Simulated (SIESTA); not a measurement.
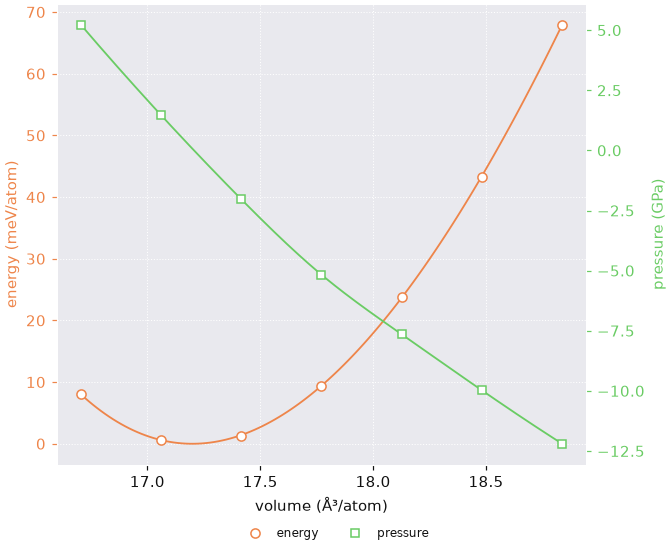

How it was computed, with SIESTA 5.4.2: DFT in numerical atomic orbitals with pseudopotentials, no spin polarisation; energies at scaled volumes of the given cell, shape and fractions fixed, counted from the fit's minimum, third-order Birch-Murnaghan fit. Level: PBEsol.

- k mesh: 11×11×6
- occupations: Fermi–Dirac
- smearing width: 0.05 eV
- potentials: PseudoDojo 0.4 standard, converted to PSML, two zetas on semicore shells
- program settings: basis DZP, mesh cutoff 800 Ry

Cell as given: a = 2.900 Å, b = 2.900 Å, c = 4.880 Å, α = 90.00°, β = 90.00°, γ = 120.00°; 2 atoms.

Energy and pressure against volume for Au, space group P6_3/mmc (No. 194).

A third-order Birch–Murnaghan fit gives V0 = 17.20 Å³/atom, B0 = 170 GPa and B′ = 5.6. The energy is 8.02 meV/atom at volume 16.70 Å³/atom and 67.96 meV/atom at 18.84 Å³/atom; the lowest computed point is at volume 17.06 Å³/atom (0.65 meV/atom), in a single well. The pressure falls from 5.23 GPa at volume 16.70 Å³/atom to −12.20 GPa at 18.84 Å³/atom, and changes sign near 17.21 Å³/atom.

Note: mulliken charges of long orbitals; short basis over semicore shells; spin-orbit coupling left out, heavy elements; shape and atomic fractions are frozen while scaling, which makes layered, chain and framework solids too stiff.
